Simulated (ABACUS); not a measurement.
# Si: band-structure run

The run: band-structure run of Si (Fd-3m, 2 atoms in the cell). Method and program: Kohn-Sham DFT of a periodic cell, LDA, PseudoDojo NC SR 0.4.1 LDA stringent, no spin polarisation (ABACUS 3.10.1).

The structure derives from a Materials Project entry. It belongs to a series of runs on one base structure; here: bands on the converged density.

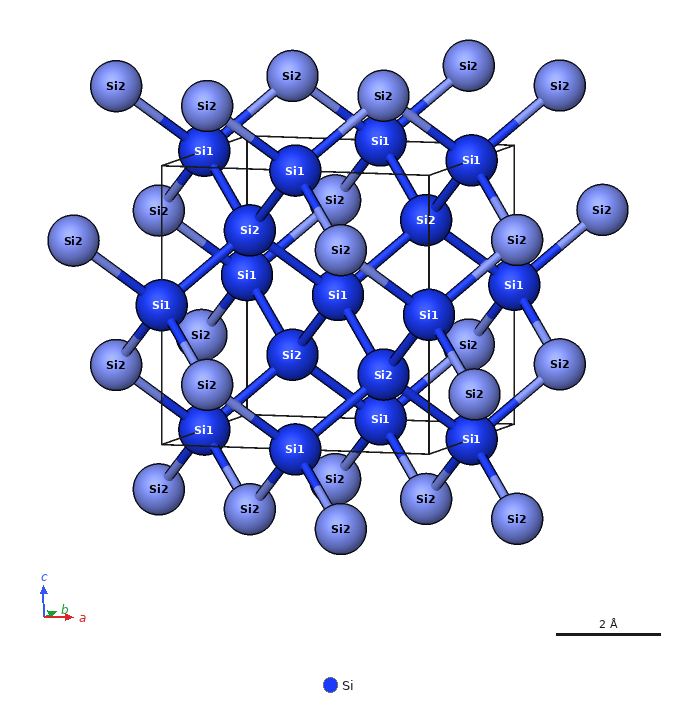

Figure 1. The structure as given in the input (ball-and-stick view of the cell 4 times as large as that of the calculation, set on its symmetry axes, seen slightly off an axis; neighbours outside the cell are drawn fainter; atoms are numbered from 1 in the order of the input). Near neighbours in the crystal (not all of them lie inside the picture): Si has 4 Si at 2.36 Å.

Input file
```
INPUT_PARAMETERS
suffix              Si
calculation         nscf
basis_type          pw
pseudo_dir          ./
symmetry            -1
dft_functional      pz
ecutwfc             33.0
pseudo_rcut         10
nspin               1
nbands              14
ks_solver           dav
smearing_method     fd
smearing_sigma      0.00367493
scf_thr             1e-08
scf_nmax            100
mixing_type         broyden
mixing_beta         0.7
init_chg            file
pw_diag_thr         1e-07
out_band            1
kpar                4
```

File STRU
```
ATOMIC_SPECIES
Si 28.0850 Si.upf

LATTICE_CONSTANT
1.8897261246

LATTICE_VECTORS
3.8492788600 0.0000000000 0.0000000000
1.9246394300 3.3335732790 0.0000000000
1.9246394300 1.1111910930 3.1429230282

ATOMIC_POSITIONS
Direct

Si
0.0
2
0.5000000000 0.5000000000 0.5000000000 1 1 1
0.7500000000 0.7500000000 0.7500000000 1 1 1
```

File KPT
```
K_POINTS
12
Line
0.00000000 0.00000000 0.00000000 10 // G
0.50000000 0.00000000 0.50000000 10 // X
0.50000000 0.25000000 0.75000000 10 // W
0.37500000 0.37500000 0.75000000 10 // K
0.00000000 0.00000000 0.00000000 10 // G
0.50000000 0.50000000 0.50000000 10 // L
0.62500000 0.25000000 0.62500000 10 // U
0.50000000 0.25000000 0.75000000 10 // W
0.50000000 0.50000000 0.50000000 10 // L
0.37500000 0.37500000 0.75000000 1 // K
0.62500000 0.25000000 0.62500000 10 // U
0.50000000 0.00000000 0.50000000 1 // X
```

Machine: 4 threads of Intel Xeon (Granite Rapids), 16 GiB of memory available, shared host.

Launched with:
```bash
OMP_NUM_THREADS=1 mpirun -np 4 abacus > log
```

Output
```
ABACUS v3.10.1

               Atomic-orbital Based Ab-initio Computation at UStc

 ------------------------------------------------------------------------------------

 READING GENERAL INFORMATION
                           global_out_dir = OUT.Si/
                           global_in_card = INPUT
                               pseudo_dir = ./
                              orbital_dir =
                                    DSIZE = 4
                                    GSIZE = 1

 READING UNITCELL INFORMATION
                                    ntype = 1
                  lattice constant (Bohr) = 1.88973
              lattice constant (Angstrom) = 1

 READING ATOM TYPE 1
                               atom label = Si
                      L=0, number of zeta = 1
                      L=1, number of zeta = 1
                      L=2, number of zeta = 1
             number of atom for this type = 2

                        TOTAL ATOM NUMBER = 2
DIRECT COORDINATES
    atom                   x                   y                   z     mag                  vx                  vy                  vz
taud_Si1            0.5000000000        0.5000000000        0.5000000000  0.0000        0.0000000000        0.0000000000        0.0000000000
taud_Si2            0.7500000000        0.7500000000        0.7500000000  0.0000        0.0000000000        0.0000000000        0.0000000000

                          Volume (Bohr^3) = 272.157
                             Volume (A^3) = 40.3295

 Lattice vectors: (Cartesian coordinate: in unit of a_0)
             +3.84928                  +0                  +0
             +1.92464            +3.33357                  +0
             +1.92464            +1.11119            +3.14292
 Reciprocal vectors: (Cartesian coordinate: in unit of 2 pi/a_0)
            +0.259789           -0.149989           -0.106058
                   -0           +0.299978           -0.106058
                   +0                  -0           +0.318175
 The esolver type has been set to : ksdft_pw

                PAO radial cut off (Bohr) = 10

 Read in pseudopotential file is Si.upf
                     pseudopotential type = NC
          exchange-correlation functional = SLAPWNOGXNOGC
                 nonlocal core correction = 1
                        valence electrons = 4
                                     lmax = 2
                           number of zeta = 2
                     number of projectors = 6
                           L of projector = 0
                           L of projector = 0
                           L of projector = 1
                           L of projector = 1
                           L of projector = 2
                           L of projector = 2
 XC functional updated to : pz
          exchange-correlation functional = PZ
     initial pseudo atomic orbital number = 8

 SETUP THE ELECTRONS NUMBER
            electron number of element Si = 4
      total electron number of element Si = 8
            AUTOSET number of electrons:  = 8
                           occupied bands = 4
                                   NBANDS = 14
                                   NLOCAL = 18

 SETUP THE PLANE WAVE BASIS
 energy cutoff for charge/potential (unit:Ry) = 132
            fft grid for charge/potential = [ 27, 27, 27 ]
                        fft grid division = [ 1, 1, 1 ]
        big fft grid for charge/potential = [ 27, 27, 27 ]
                                     nbxx = 19683
                                     nrxx = 19683

 SETUP PLANE WAVES FOR CHARGE/POTENTIAL
                    number of plane waves = 6879
                         number of sticks = 475

 PARALLEL PW FOR CHARGE/POTENTIAL
     PROC   COLUMNS(POT)             PW
        1            475           6879
 --------------- sum -------------------
        1            475           6879
                            number of |g| = 120
                                  max |g| = 11.8783
                                  min |g| = 0

----------- Double Check Mixing Parameters Begin ------------
mixing_type: broyden
mixing_beta: 0.7
mixing_gg0: 1
mixing_gg0_min: 0.1
mixing_ndim: 8
----------- Double Check Mixing Parameters End ------------

 SETUP K-POINTS
                                    nspin = 1
                                   nkstot = 102
K-POINTS DIRECT COORDINATES
 KPOINTS    DIRECT_X    DIRECT_Y    DIRECT_Z  WEIGHT
       1  0.00000000  0.00000000  0.00000000  1.0000
       2  0.05000000  0.00000000  0.05000000  1.0000
       3  0.10000000  0.00000000  0.10000000  1.0000
       4  0.15000000  0.00000000  0.15000000  1.0000
       5  0.20000000  0.00000000  0.20000000  1.0000
       6  0.25000000  0.00000000  0.25000000  1.0000
       7  0.30000000  0.00000000  0.30000000  1.0000
       8  0.35000000  0.00000000  0.35000000  1.0000
       9  0.40000000  0.00000000  0.40000000  1.0000
      10  0.45000000  0.00000000  0.45000000  1.0000
      11  0.50000000  0.00000000  0.50000000  1.0000
      12  0.50000000  0.02500000  0.52500000  1.0000
      13  0.50000000  0.05000000  0.55000000  1.0000
      14  0.50000000  0.07500000  0.57500000  1.0000
      15  0.50000000  0.10000000  0.60000000  1.0000
      16  0.50000000  0.12500000  0.62500000  1.0000
      17  0.50000000  0.15000000  0.65000000  1.0000
      18  0.50000000  0.17500000  0.67500000  1.0000
      19  0.50000000  0.20000000  0.70000000  1.0000
      20  0.50000000  0.22500000  0.72500000  1.0000
      21  0.50000000  0.25000000  0.75000000  1.0000
      22  0.48750000  0.26250000  0.75000000  1.0000
      23  0.47500000  0.27500000  0.75000000  1.0000
      24  0.46250000  0.28750000  0.75000000  1.0000
      25  0.45000000  0.30000000  0.75000000  1.0000
      26  0.43750000  0.31250000  0.75000000  1.0000
      27  0.42500000  0.32500000  0.75000000  1.0000
      28  0.41250000  0.33750000  0.75000000  1.0000
      29  0.40000000  0.35000000  0.75000000  1.0000
      30  0.38750000  0.36250000  0.75000000  1.0000
[... 72 further k points ...]

           k-point number in this process = 26
       minimum distributed K point number = 25

[... K-POINTS CARTESIAN COORDINATES: 26 rows ...]

[... K-POINTS DIRECT COORDINATES: 26 rows ...]

 SETUP PLANE WAVES FOR WAVE FUNCTIONS
     energy cutoff for wavefunc (unit:Ry) = 33
              fft grid for wave functions = [ 27, 27, 27 ]
                    number of plane waves = 1243
                         number of sticks = 151

 PARALLEL PW FOR WAVE FUNCTIONS
     PROC   COLUMNS(POT)             PW
        1            151           1243
 --------------- sum -------------------
        1            151           1243

 SETUP NONLOCAL PSEUDOPOTENTIALS IN PLANE WAVE BASIS
 Si non-local projectors:
 projector 1 L=0
 projector 2 L=0
 projector 3 L=1
 projector 4 L=1
 projector 5 L=2
 projector 6 L=2
      TOTAL NUMBER OF NONLOCAL PROJECTORS = 36

 Init Non-Local PseudoPotential table :
 Init Non-Local-Pseudopotential done.

                                     npwx = 893

 Make real space PAO into reciprocal space.
       max mesh points in Pseudopotential = 1001
     dq(describe PAO in reciprocal space) = 0.01
                                    max q = 694

 number of pseudo atomic orbitals for Si is 2
WARNING: norm of atomic wavefunction # 2 of atomic type Si is 0.999862, renormalized

 -------------------------------------------
 NONSELF-CONSISTENT
 -------------------------------------------
                                 init_chg = file
 try to read charge from file
 Read in the charge density: OUT.Si//Si-CHARGE-DENSITY.restart

 PW ALGORITHM --------------- ION=   1  ELEC=   1--------------------------------
 k(1/102) Iter steps (avg)=11 threshold=1e-07
 k(2/102) Iter steps (avg)=12 threshold=1e-07
 k(3/102) Iter steps (avg)=11 threshold=1e-07
 k(4/102) Iter steps (avg)=11 threshold=1e-07
 k(5/102) Iter steps (avg)=12 threshold=1e-07
 k(6/102) Iter steps (avg)=14 threshold=1e-07
 k(7/102) Iter steps (avg)=16 threshold=1e-07
 k(8/102) Iter steps (avg)=15 threshold=1e-07
 k(9/102) Iter steps (avg)=19 threshold=1e-07
 k(10/102) Iter steps (avg)=13 threshold=1e-07
 k(11/102) Iter steps (avg)=14 threshold=1e-07
 k(12/102) Iter steps (avg)=13 threshold=1e-07
 k(13/102) Iter steps (avg)=13 threshold=1e-07
 k(14/102) Iter steps (avg)=13 threshold=1e-07
 k(15/102) Iter steps (avg)=14 threshold=1e-07
 k(16/102) Iter steps (avg)=17 threshold=1e-07
 k(17/102) Iter steps (avg)=22 threshold=1e-07
 k(18/102) Iter steps (avg)=24 threshold=1e-07
 k(19/102) Iter steps (avg)=23 threshold=1e-07
 k(20/102) Iter steps (avg)=21 threshold=1e-07
 k(21/102) Iter steps (avg)=19 threshold=1e-07
 k(22/102) Iter steps (avg)=20 threshold=1e-07
 k(23/102) Iter steps (avg)=22 threshold=1e-07
 k(24/102) Iter steps (avg)=23 threshold=1e-07
 k(25/102) Iter steps (avg)=24 threshold=1e-07
 k(26/102) Iter steps (avg)=26 threshold=1e-07
[... levels at 26 k points of this process ...]

 Density error is 0.00000000000
                          Error Threshold = 1.00000000000e-07
----------------------------------------------------------
     Energy           Rydberg                 eV
----------------------------------------------------------
 E_KohnSham     -17.0677872166       -232.2191583969
 E_KS(sigma->0) -17.0677728444       -232.2189628534
 E_Harris       -17.0677872166       -232.2191583969
 E_band         0.5222449347         7.1055068632
 E_one_elec     4.7796908460         65.0310301835
 E_Hartree      1.1050964083         15.0356079919
 E_xc           -6.1958866709        -84.2993628871
 E_Ewald        -16.7566590555       -227.9860425983
 E_entropy(-TS) -0.0000287443        -0.0003910869
 E_descf        0.0000000000         0.0000000000
 E_exx          0.0000000000         0.0000000000
 E_Fermi        0.4585442417         6.2388144719
----------------------------------------------------------

 charge density convergence is achieved
 final etot is -232.21915840 eV
 EFERMI = 6.2388144719 eV

 STATE ENERGY(eV) AND OCCUPATIONS    NSPIN == 1
 1/26 kpoint (Cartesian) = 0.0000 0.0000 0.0000 (893 pws)
       1       -5.95141      0.0196078
       2        5.96345      0.0195286
       3        5.96345      0.0195286
       4        5.96345      0.0195286
       5        8.48958    5.52794e-22
       6        8.48958    5.52794e-22
       7        8.48958    5.52794e-22
       8        9.05133    7.29833e-27
       9        13.6056    2.01811e-66
      10        13.7101    2.49865e-67
      11        13.7101    2.49865e-67
      12        17.0586        0.00000
      13        17.0586        0.00000
      14        17.0586        0.00000

 2/26 kpoint (Cartesian) = 0.012989 -0.0074995 0.010606 (881 pws)
       1       -5.90792      0.0196078
       2        5.67132      0.0196076
       3        5.78844      0.0196054
       4        5.78844      0.0196054
       5        8.37909    5.03795e-21
       6        8.71742    5.80096e-24
       7        8.71742    5.80096e-24
       8        9.33381    2.56825e-29
       9        13.3677    2.35305e-64
      10        13.7582    9.54726e-68
      11        13.8016    4.00369e-68
      12        17.1353        0.00000
      13        17.1353        0.00000
      14        17.2877        0.00000

 3/26 kpoint (Cartesian) = 0.025979 -0.014999 0.021212 (889 pws)
       1       -5.77771      0.0196078
       2        4.99906      0.0196078
       3        5.38964      0.0196078
       4        5.38964      0.0196078
       5        8.09483    1.48360e-18
       6        9.27327    8.61964e-29
       7        9.27327    8.61964e-29
       8        9.91166    2.45762e-34
       9        12.6855    1.98143e-58
      10        13.9025    5.33145e-69
      11        14.3403    8.38893e-73
      12        17.3635        0.00000
      13        17.3635        0.00000
      14        17.7512        0.00000

 4/26 kpoint (Cartesian) = 0.038968 -0.022498 0.031818 (877 pws)
       1       -5.56150      0.0196078
       2        4.18187      0.0196078
       3        4.92937      0.0196078
       4        4.92937      0.0196078
       5        7.72836    2.26169e-15
       6        9.99226    4.90198e-35
       7        9.99226    4.90198e-35
       8        10.1994    7.78658e-37
       9        12.3521    1.55972e-55
      10        14.1428    4.36067e-71
      11        15.1244    1.29725e-79
      12        17.7391        0.00000
      13        17.7391        0.00000
      14        18.2642        0.00000

 5/26 kpoint (Cartesian) = 0.051958 -0.029998 0.042423 (869 pws)
       1       -5.26054      0.0196078
       2        3.31290      0.0196078
       3        4.48381      0.0196078
       4        4.48381      0.0196078
       5        7.35365    4.06526e-12
       6        9.74199    7.31537e-33
       7        10.7946    5.26801e-42
       8        10.7946    5.26801e-42
       9        12.8730    4.66030e-60
      10        14.4788    5.25284e-74
      11        16.0671    8.41435e-88
      12        18.2464        0.00000
      13        18.2464        0.00000
      14        18.8303        0.00000

 6/26 kpoint (Cartesian) = 0.064947 -0.037497 0.053029 (881 pws)
       1       -4.87672      0.0196078
       2        2.42539      0.0196078
       3        4.08476      0.0196078
       4        4.08476      0.0196078
       5        7.01660    3.44102e-09
       6        9.00513    1.83883e-26
       7        11.6447    2.17574e-49
       8        11.6447    2.17574e-49
       9        13.8026    3.92578e-68
      10        14.9097    9.49811e-78
      11        17.0947        0.00000
      12        18.8322        0.00000
      13        18.8322        0.00000
      14        19.4899        0.00000

[... levels at 20 further k points ...]

 --------------------------------------------
 !FINAL_ETOT_IS -232.2191583968726 eV
 --------------------------------------------

 Output bands in file: OUT.Si/BANDS_1.dat
```

Standard output
```
ABACUS v3.10.1

               Atomic-orbital Based Ab-initio Computation at UStc

 dft_functional readin is: pz
 dft_functional in pseudopot file is: SLAPWNOGXNOGC
 Please make sure this is what you need
 UNIFORM GRID DIM        : 27 * 27 * 27
 UNIFORM GRID DIM(BIG)   : 27 * 27 * 27
 ---------------------------------------------------------
 ---------------------------------------------------------
 SPIN    KPOINTS         PROCESSORS  THREADS
 1       102             4           4
 ---------------------------------------------------------
 Use plane wave basis
 ---------------------------------------------------------
 ELEMENT NATOM       XC
 Si      2
 ---------------------------------------------------------
 Initial plane wave basis and FFT box
 ---------------------------------------------------------
 -------------------------------------------
 NONSELF-CONSISTENT :
 -------------------------------------------
 START CHARGE      : file
 ITER       ETOT/eV          EDIFF/eV         DRHO     TIME/s
 DA1     -2.32219158e+02   0.00000000e+00   0.0000e+00   1.59
```

Results in brief

- outcome: converged
- space group (tolerance 0.01 Å): Fd-3m (227)
- electrons treated: 8
- Fermi energy of the self-consistent step: 6.245 eV
- gap on the band path: 0.50 eV
- wall time: 2 s (CPU time 7.4 s)
- peak memory: 0.36 GiB
